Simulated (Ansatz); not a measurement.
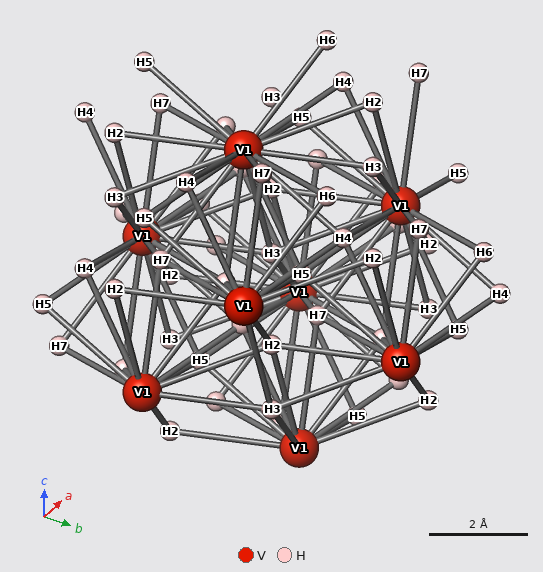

This is the input geometry for a relaxation of solid VH6 (a generated structure, set up in Pm-3m) (coarse preliminary run). A ball-and-stick model of the atoms within 5.0 Å of the atom that moves most (axes of the cell of the calculation), seen from a free direction.

Computed with DFT PBE, scalar-relativistic, plane waves, PAW (Ansatz).

Input file:
```yaml
crystal:
  lattice:
    - [3.81515317, 0.0, 0.0]
    - [0.0, 3.81515317, 0.0]
    - [0.0, 0.0, 3.81515317]
  atoms:
    - { symbol: V, position: [0.0, 0.0, 0.0], spin: 2.0 }
    - { symbol: H, position: [0.5, 0.5, 0.207] }
    - { symbol: H, position: [0.5, 0.5, 0.793] }
    - { symbol: H, position: [0.207, 0.5, 0.5] }
    - { symbol: H, position: [0.793, 0.5, 0.5] }
    - { symbol: H, position: [0.5, 0.207, 0.5] }
    - { symbol: H, position: [0.5, 0.793, 0.5] }
basis:
  ecutwfc: 420
kpoints:
  mp_grid: { grid: [4, 4, 4] }
hamiltonian:
  xc: pbe
scf:
  occupations: { method: gaussian, width: 0.1 }
  lower_state_search: "off"
output:
  forces: true
  stress: true
  eigenvalues: true
  populations: true
magnetization:
  spin_polarized: true
relax:
  adjacent_minimum: "off"
  f_tol: 0.04
  max_steps: 70
  cell: { stress_tol: 0.4 }
```

Command:
```bash
ansatz run input.yaml --threads 1 --pin off --max-ram 2560MiB --backend cpu --events-out ev --progress --plain --runs-dir out
```

Predict the outcome.

The largest moves relative to the cell, 0.33 Å, are those of H2, H3, H4, H5, H6 and H7. H3 goes along +c. V stays in place. The drawn cell changes as follows: a = b = c 3.815 → 3.619 Å (−5.1 %); the volume changes by −14.7 %. Some distances before and after: H2–H3 1.579 → 0.831 Å, V1–H2 2.811 → 2.592 Å. The space group stays Pm-3m (No. 221). The energy falls by 459 meV per atom in 7 accepted moves (9 points after the start). The largest force component goes from 0.41 to 0.015 eV/Å. The pressure goes from −17.91 to −0.11 GPa. The line search rejected the trial step at point 6 of the run. At 1 point the geometry stayed and the basis and grid were re-selected for the new cell (energy shift of 1.4 meV per atom at most each time).

Step by step:

```json
{"step": "0", "E − E(0), meV/atom": "0.00", "largest force component, eV/Å": "0.4092", "pressure, GPa": "-17.91", "volume, Å³/atom": "7.933", "note": ""}
{"step": "1", "E − E(0), meV/atom": "-142.05", "largest force component, eV/Å": "0.6410", "pressure, GPa": "-16.56", "volume, Å³/atom": "6.829", "note": ""}
{"step": "2", "E − E(0), meV/atom": "-332.52", "largest force component, eV/Å": "1.4087", "pressure, GPa": "-6.74", "volume, Å³/atom": "5.818", "note": ""}
{"step": "3", "E − E(0), meV/atom": "-384.22", "largest force component, eV/Å": "2.4704", "pressure, GPa": "16.88", "volume, Å³/atom": "5.327", "note": ""}
{"step": "4", "E − E(0), meV/atom": "-422.86", "largest force component, eV/Å": "1.1471", "pressure, GPa": "-3.86", "volume, Å³/atom": "6.133", "note": ""}
{"step": "5", "E − E(0), meV/atom": "-455.55", "largest force component, eV/Å": "0.6069", "pressure, GPa": "-2.20", "volume, Å³/atom": "6.750", "note": ""}
{"step": "6", "E − E(0), meV/atom": "-438.44", "largest force component, eV/Å": "1.3694", "pressure, GPa": "4.05", "volume, Å³/atom": "7.310", "note": "rejected"}
{"step": "7", "E − E(0), meV/atom": "-460.69", "largest force component, eV/Å": "0.0922", "pressure, GPa": "0.14", "volume, Å³/atom": "6.833", "note": ""}
{"step": "8", "E − E(0), meV/atom": "-460.91", "largest force component, eV/Å": "0.0188", "pressure, GPa": "0.00", "volume, Å³/atom": "6.770", "note": ""}
{"step": "9", "E − E(0), meV/atom": "-459.48", "largest force component, eV/Å": "0.0150", "pressure, GPa": "-0.11", "volume, Å³/atom": "6.770", "note": "same geometry, new basis"}
```

Final geometry:

```
V H
1.0
     3.61872    0.00000    0.00000
     0.00000    3.61872    0.00000
     0.00000    0.00000    3.61872
V H
1 6
Direct
  0.00000 0.00000 0.00000
  0.50000 0.50000 0.11484
  0.50000 0.50000 0.88516
  0.11484 0.50000 0.50000
  0.88516 0.50000 0.50000
  0.50000 0.11484 0.50000
  0.50000 0.88516 0.50000
```

The end point in the same view:

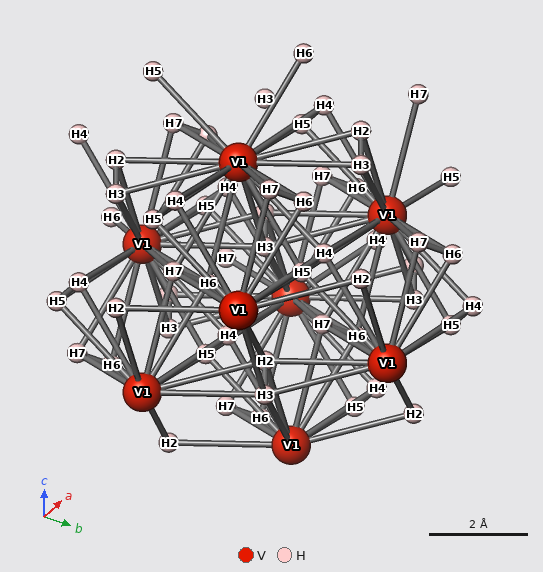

Limits of the set-up: the k-point mesh is coarse for a cell with partly filled bands.
